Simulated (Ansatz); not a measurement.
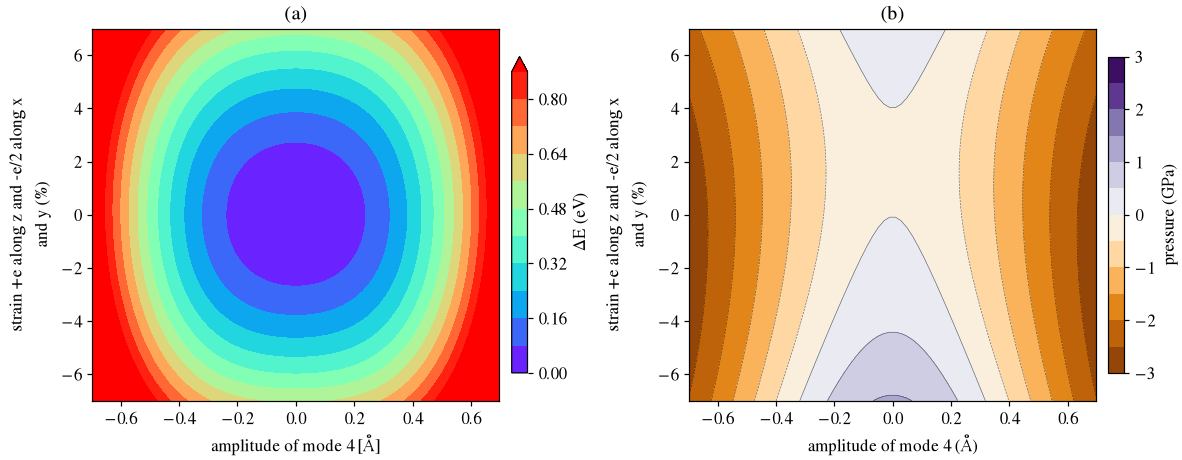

Si (C2/m, No. 12; 8 atoms in the cell). 
- The energy is mapped over a normal mode and a strain (zone-centre modes of the 8-atom cell of this scan).
- First axis: amplitude of mode 4 (91 cm⁻¹), largest displacement in the unstrained cell. Second axis: strain +e along z and -e/2 along x and y.
- Nothing is relaxed (the pattern is fixed in fractional coordinates).
- Grid: 11 × 7 points; 42 points were computed and 35 follow by symmetry.
- Points are written as (first, second).
- Energies: eV per cell, counted from the lowest grid point.
- The band gap closes in part of the range.
- Method: Ansatz, DFT PBE, scalar-relativistic, plane waves, PAW. Settings: cutoff 420 eV, k-mesh 10×10×6 in the order of the run's cell vectors, gaussian smearing 0.03 eV, no spin polarisation.

Panel (a) is the energy and panel (b) the computed pressure on the same grid.

In the figure: filled contours, one colour for all values above the top of the scale. Between grid points the surface is interpolated.

Q: How does the pressure vary over the map, and what is it at the lowest grid point?

A: It runs from −2.82 GPa at (−0.698 Å, −2.33 %) to 1.05 GPa at (0.000 Å, −7.00 %). At the lowest grid point, (0.000 Å, 0.00 %), it is 0.00 GPa.

```
second ↓, first →  −0.698  −0.558  −0.419  −0.279  −0.140  0.000  0.140  0.279  0.419  0.558  0.698
             7.00   −2.15   −1.54   −0.90   −0.32    0.11   0.27   0.11  −0.32  −0.90  −1.54  −2.15
             4.67   −2.48   −1.84   −1.17   −0.57   −0.13   0.04  −0.13  −0.57  −1.17  −1.84  −2.48
             2.33   −2.70   −2.03   −1.33   −0.69   −0.23  −0.05  −0.23  −0.69  −1.33  −2.03  −2.70
             0.00   −2.81   −2.11   −1.35   −0.68   −0.19   0.00  −0.19  −0.68  −1.35  −2.11  −2.81
            −2.33   −2.82   −2.06   −1.25   −0.52    0.00   0.19   0.00  −0.52  −1.25  −2.06  −2.82
            −4.67   −2.71   −1.88   −1.01   −0.23    0.34   0.55   0.34  −0.23  −1.01  −1.88  −2.71
            −7.00   −2.48   −1.58   −0.63    0.22    0.83   1.05   0.83   0.22  −0.63  −1.58  −2.48
```

PAW datasets: the set soft_1.
